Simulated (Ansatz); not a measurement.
## PbF₂: 7 runs along one coordinate

System: PbF₂ (3 atoms in the cell).
Method: DFT, r2SCAN, PAW with Ansatz's default frozen-core files, scalar-relativistic; harmonic phonons by finite displacements, no spin polarisation (Ansatz 0.2.0).

The 7 runs differ only in the geometry, by an even scaling of the cell at fixed fractional positions. The structure derives from an entry of the Crystallography Open Database.

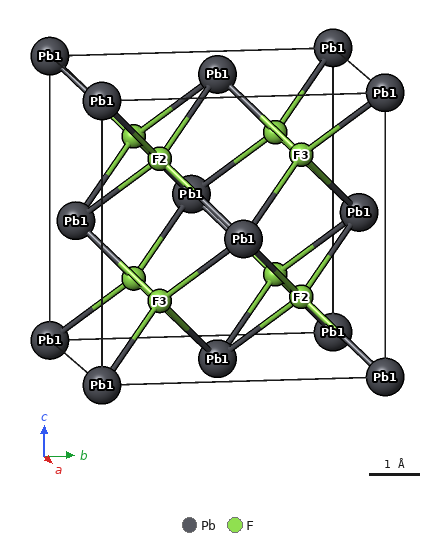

Figure 1. The structure of run 4 (ball-and-stick view of the cell 4 times as large as that of the calculation, set on its symmetry axes, seen slightly off an axis; atoms are numbered from 1 in the order of the input).

## Input of run 4
```yaml
crystal:
  lattice:
    - [2.91493693425, 2.91493693425, 0.0]
    - [-2.91493693425, 2.91493693425, 0.0]
    - [0.0, 2.91493693425, 2.91493693425]
  atoms:
    - { symbol: Pb, position: [0.0, 0.0, 0.0] }
    - { symbol: F, position: [0.25, 0.75, 0.5] }
    - { symbol: F, position: [0.75, 0.25, 0.5] }
kpoints:
  mp_grid: { grid: [8, 8, 8] }
scf:
  occupations: { method: fixed }
hamiltonian:
  xc: r2scan
  pseudopotentials: { kind: paw }
phonons:
  supercell: [1, 1, 1]
```

Command:
```bash
ansatz run input.yaml --threads 1 --pin off --max-ram 3072MiB --backend cpu --events-out ev --progress --plain --runs-dir out
```

Lattice vectors (Å) and fractional positions of run 4:
```
   2.914937    2.914937    0.000000
  -2.914937    2.914937    0.000000
   0.000000    2.914937    2.914937
Pb  0.000000  0.000000  0.000000
F   0.250000  0.750000  0.500000
F   0.750000  0.250000  0.500000
```

Run 3 differs from it as follows:
```diff
-    - [2.91493693425, 2.91493693425, 0.0]
-    - [-2.91493693425, 2.91493693425, 0.0]
-    - [0.0, 2.91493693425, 2.91493693425]
+    - [2.88680907543, 2.88680907543, 0.0]
+    - [-2.88680907543, 2.88680907543, 0.0]
+    - [0.0, 2.88680907543, 2.88680907543]
```

## Results, with one run withheld

```tsv
run	volume per atom (Å³)	free energy per atom, from the lowest run given (meV)	gap on the mesh (eV)
1	15.047	92.33	4.81
2	15.622	47.69	4.86
3	16.038	?	?
4	16.512	9.47	4.91
5	16.880	2.58	4.92
6	17.300	0.00	4.93
7	17.790	3.16	4.94
```

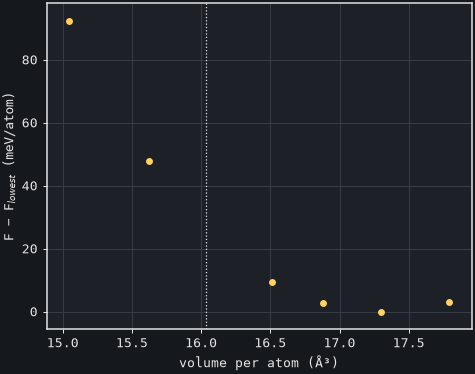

Figure 2. Free energy per atom of the runs given; the dotted line marks run 3.

Fit the runs given and predict run 3.

A cubic polynomial in V^(−2/3) (the Birch–Murnaghan form), fitted to the 6 runs given, misses them by under 0.01 meV per atom. With x = V^(−2/3) − 0.15442 Å⁻², it reads F = 10.304 + 4209.2 x + 4.347e+05 x² + 1.0081e+06 x³ (meV per atom). At run 3 it gives 25.66 meV per atom, and the run itself gives 25.63. The fit has its minimum at 17.301 Å³ per atom, where V d²F/dV² gives 77.2 GPa: the bulk modulus at this level, since symmetry fixes the shape and the positions. The gap on the mesh goes, without turning, from 4.81 eV in run 1 to 4.94 eV in run 7; run 3 has 4.89 eV. These are gaps of this functional on this mesh, which can miss the band edges; they aren't the measured gap.

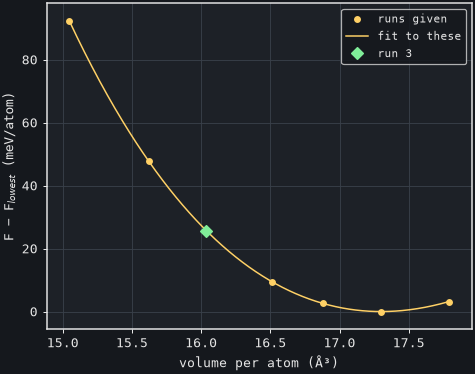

Figure 3. The fit and the withheld run.

## Output, shortened to warnings, some set-up lines, iterations and results (run 3)
```
Basis set: ecut = 500 eV, 1243 PW (Γ), exchange–correlation on 150×150×150 points (125 copies of the dense FFT grid, shifted against one another)
Symmetry: 48 space group operations
k-points: 29 of 512
Initial density: superposition of atomic densities (neutral atoms: chi_scale 0, normalization atom), corrected by the library's trained network
[...]
SCF iter   1: F=—  HF=-13542.124857 eV  |F-HF|=—  |Δ(HF+E_count)|=         —  Δρ=9.61e-3  dr2=3.92e-2  dr2_τ=6.17e-2  ethr=1.77e-3  ⟨swp⟩=5.0  Hψ=2231  notcnv=0  defer=46
SCF iter   2: F=—  HF=-13542.162041 eV  |F-HF|=—  |Δ(HF+E_count)|=   3.72e-2  Δρ=5.26e-3  dr2=4.23e-3  dr2_τ=1.23e-3  ethr=1.40e-4  ⟨swp⟩=2.1  Hψ=1237  notcnv=0  defer=43
SCF iter   3: F=—  HF=-13542.161289 eV  |F-HF|=—  |Δ(HF+E_count)|=   7.51e-4  Δρ=1.52e-3  dr2=7.95e-4  dr2_τ=9.44e-5  ethr=1.51e-5  ⟨swp⟩=2.9  Hψ=1044  notcnv=0  defer=49
SCF iter   4: F=—  HF=-13542.161145 eV  |F-HF|=—  |Δ(HF+E_count)|=   1.45e-4  Δρ=6.16e-4  dr2=7.04e-5  dr2_τ=1.30e-5  ethr=2.84e-6  ⟨swp⟩=2.3  Hψ=690  notcnv=0  defer=49
SCF iter   5: F=—  HF=-13542.161133 eV  |F-HF|=—  |Δ(HF+E_count)|=   1.13e-5  Δρ=1.21e-4  dr2=2.26e-6  dr2_τ=4.93e-7  ethr=2.51e-7  ⟨swp⟩=2.0  Hψ=668  notcnv=0  defer=29
[... 18 lines ...]
SCF iter   4: F=—  HF=-13542.161120 eV  |F-HF|=—  |Δ(HF+E_count)|=   1.54e-8  Δρ=8.89e-7  dr2=2.06e-10  dr2_τ=4.28e-11  ethr=4.17e-11  ⟨swp⟩=2.8  Hψ=3005  notcnv=0  defer=164
SCF iter   5: F=—  HF=-13542.161120 eV  |F-HF|=—  |Δ(HF+E_count)|=  1.53e-10  Δρ=3.09e-7  dr2=2.82e-11  dr2_τ=2.74e-12  ethr=1.00e-12  ⟨swp⟩=2.0  Hψ=2848  notcnv=0  defer=164
SCF iter   6: F=—  HF=-13542.161120 eV  |F-HF|=—  |Δ(HF+E_count)|=  7.28e-12  Δρ=2.23e-7  dr2=1.59e-11  dr2_τ=1.39e-12  ethr=1.00e-12  ⟨swp⟩=5.9  Hψ=6922  notcnv=0
SCF iter   7: F=-13542.161120 eV  HF=-13542.161120 eV  |F-HF|=1.09e-11  |Δ(HF+E_count)|=  1.09e-11  Δρ=6.55e-8  dr2=1.28e-12  dr2_τ=9.30e-14  ethr=1.00e-12  ⟨swp⟩=4.0  …
SCF 4 converged in 7 iterations: F = -13542.161120 eV  dr2 = 1.28e-12
SCF converged after 2 iterations
Free energy (F): -13542.161131 eV
Harris-Foulkes:  -13542.161131 eV  (|F-HF|=1.82e-12)
Internal energy: -13542.161131 eV  (E = F + TS)
E sigma→0 (E₀):  -13542.161131 eV
Fermi energy:    5.973803 eV
--- Per-component energies (eV) ---
  E_band       = -119.638154
  E_kinetic    = 704.312230
  E_local      = -2173.372492  (includes V_loc(G=0)·N_el)
  E_nonlocal   = 496.822805
  E_hartree    = 839.255076
  E_xc         = -369.658520
  E_vxc        = -380.485366  (∫ρ·V_xc dr)
  E_paw        = -10834.317413  (= ΣΔE_a)
  E_vpaw       = -472.747187  (= ΣTr[D̂ρ^β])
  E_aug_tail   = 0.001919  (compensation charges beyond the density's cutoff)
  E_vtau       = 27.319752  (kinetic-family band-sum trace: ∫τ·v_τ [+ j·A + Jᵃ·Aᵃ] dr)
  E_ewald      = -2206.107456
  E_core_change = 0.902719  (= ΣΔE_core)
  E_smearing   = -0.000000  (= −TS)
  E_closure    = -0.000000  (closes the sum)
  Σ components = -13542.161131   (vs F -13542.161131, Δ=0.00e0)
--- Forces (eV/Å), atoms counted from 1 ---
  atom   1  Pb     0.00000000     0.00000000    -0.00000000
  atom   2  F      0.00000000    -0.00000000     0.00000000
  atom   3  F      0.00000000    -0.00000000     0.00000000
  max |Σ_I F_I| component: 3.24e-17 eV/Å
--- Phonons: 2 displaced members + reference (amplitude 0.0025 Å, Σ member SCF iterations 14) ---
  symmetry images taken by strict's conditions (phonons.symmetry_images: auto; settled by no image being taken that strict refuses)
  ASR residual: 2.637e-4 → 0.000e0 eV/Å²; symmetrization residual: 6.985e-5 eV/Å²
  largest component of a force at the reference: 2.1e-17 eV/Å
  ASR residual per site (eV/Å²): 2.17e-4 2.64e-4 2.64e-4
  Γ frequencies (cm⁻¹): 0.00 0.00 0.00 148.97 148.97 148.97 284.42 284.42 284.42
  density of states and harmonic sums: on the 18×18×21 q-mesh, interpolated from the force constants of a 1×1×1 supercell (no non-analytic term)
  largest difference from the sums on the solved wave vectors: F 6.31e-1 eV, S 8.90e-4 and C_V 2.58e-4 eV/K
  zero-point energy: 0.092529 eV/cell   skipped modes (ω ≤ 0): 3   left out of the sums: 4.90e-5 of the cell's modes: C_V's classical limit lies that fraction below 3 k_B per atom; for a crystal, a wire or a layer, F and S can be off by more, and a phonons.interpolated_qmesh denser along its …
```

Notes: Spin–orbit coupling is left out, which matters for Pb.
